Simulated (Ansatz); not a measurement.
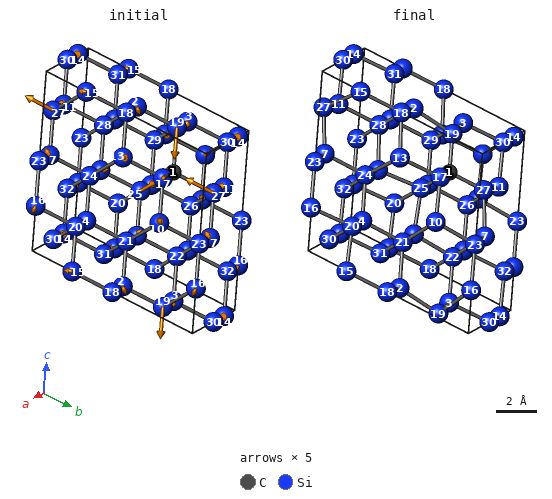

The structure of a defect cell of composition Si₃₁C before (left) and after (right) a relaxation, at one scale. The orange arrows give the displacements, magnified 5 times.

The picture is a ball-and-stick view of the cell of the calculation (origin shifted), seen slightly off an axis.

All numbers below come from DFT PBEsol, scalar-relativistic, plane waves, PAW (Ansatz 0.2.0). Set-up: plane-wave cutoff 420 eV; k-point mesh 2 × 2 × 2; occupations gaussian; smearing width 0.02 eV; mesh shifted by (0.5, 0.5, 0.5); no spin polarisation; atoms relaxed in a fixed cell; force threshold 0.03 eV/Å; at most 40 steps.

Describe what moved and what it gained.

After 3 accepted moves (4 points after the start) the energy has fallen by 2.053 eV per cell of the calculation. The largest force component goes from 1.4 to 0.02 eV/Å. 1 step only repeated the SCF at the same geometry. The largest moves, 0.34 Å, are those of Si atoms. C stays in place. The lattice vectors keep their values. Some distances before and after: C–Si 2.353 → 2.012 Å, Si–Si 2.353 → 2.411 Å. Among the angles between lasting bonds that change: Si–Si–Si 109.5° → 102.7°, Si–Si–Si 109.5° → 116.0°, C–Si–Si 109.5° → 115.6°.
